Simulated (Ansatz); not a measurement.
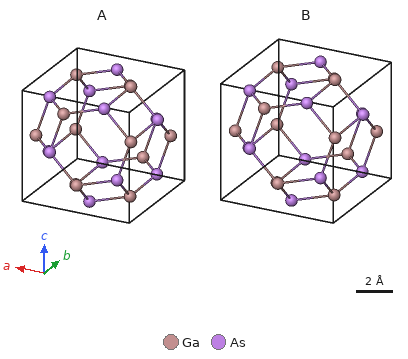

Two geometries of a crystal of GaAs (a generated structure, set up in Pm-3n) (coarse preliminary run), drawn at one scale. One is the start of a relaxation, the other its converged end. Style: ball-and-stick. Shown: the cell of the calculation, from a free direction.

Level of theory: Ansatz 0.2.0, DFT PBE, scalar-relativistic, plane waves, PAW. Settings: plane-wave cutoff 420 eV; k-point mesh 4 × 4 × 4; occupations gaussian; smearing width 0.1 eV; no spin polarisation; cell and atoms relaxed; force threshold 0.04 eV/Å; at most 70 steps.

> Which one is relaxed?

Structure B is the relaxed one. After 3 accepted moves (4 points after the start) the energy has fallen by 1.280 eV per cell of the calculation. All forces vanish by symmetry, so only the cell relaxes. The pressure goes from 9.64 to 0.04 GPa. At 1 point the geometry stayed and the basis and grid were re-selected for the new cell (energy shift of 12.2 meV per cell of the calculation at most each time). The atoms keep their places relative to the cell (all moves are under 0.005 Å). The drawn cell changes as follows: a = b = c 6.743 → 7.085 Å (+5.1 %); the volume changes by +16.0 %. Near-neighbour distances that change, for instance: As–Ga 2.384 → 2.505 Å. The space group stays Pm-3n (No. 223). The run took 3.8 min on 1 thread of Intel(R) Xeon(R) Processor @ 2.50GHz (Skylake/Cascade Lake) (shared host), peak memory 0.75 GiB.
